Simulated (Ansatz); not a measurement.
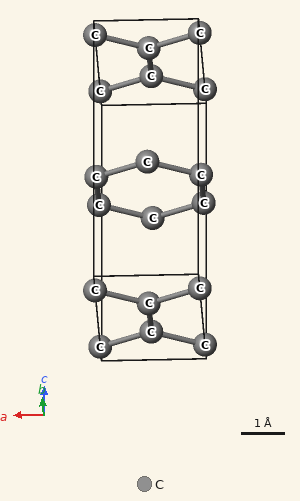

Normal modes of solid C, space group Fmmm (No. 69), at the zone centre. Style: ball-and-stick. Shown: the conventional cell (4 times the calculation's cell), from a free direction. Lengths and directions refer to the drawn axes.

Theory: DFT PBE+D3(BJ), scalar-relativistic, plane waves, PAW (Ansatz).

Input
```yaml
crystal:
  lattice:
    - [0.0, 2.1341341533, 3.3964015074]
    - [1.2327708368, 0.0, 3.3964015074]
    - [1.2327708368, 2.1341341533, 0.0]
  atoms:
    - { symbol: C, position: [0.1666910991, 0.8333089009, 0.1666910991] }
    - { symbol: C, position: [0.8333089009, 0.1666910991, 0.8333089009] }
basis:
  ecutwfc: 420
kpoints:
  mp_grid: { grid: [18, 18, 18] }
hamiltonian:
  xc: pbe
  dispersion: d3bj
scf:
  occupations: { method: gaussian, width: 0.02 }
output:
  eigenvalues: true
phonons:
  method: dfpt
  eigenvectors: true
```

Command:
```bash
ansatz run input.yaml --threads 1 --pin off --max-ram 3072MiB --backend cpu --events-out ev --progress --plain --runs-dir out
```

Frequencies are those without the non-analytic (LO–TO) term.

Which optical modes does it have, at what frequencies, and is it stable there?

Answer. The calculation's cell holds 2 atoms, so there are 3 optical modes, in 3 levels. The optical modes span B₃g + B₁g + A_g. No level is unstable.

| level | symmetry | frequency (cm⁻¹) | activity |
| --- | --- | --- | --- |
| 1 | B₃g | 867 | Raman-active |
| 2 | B₁g | 1535 | Raman-active |
| 3 | A_g | 1576 | Raman-active |

The modes drawn as arrows:

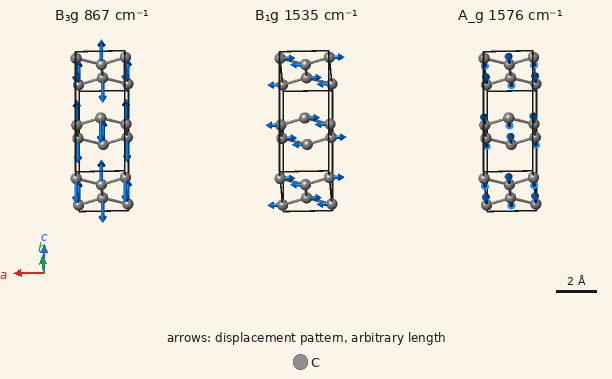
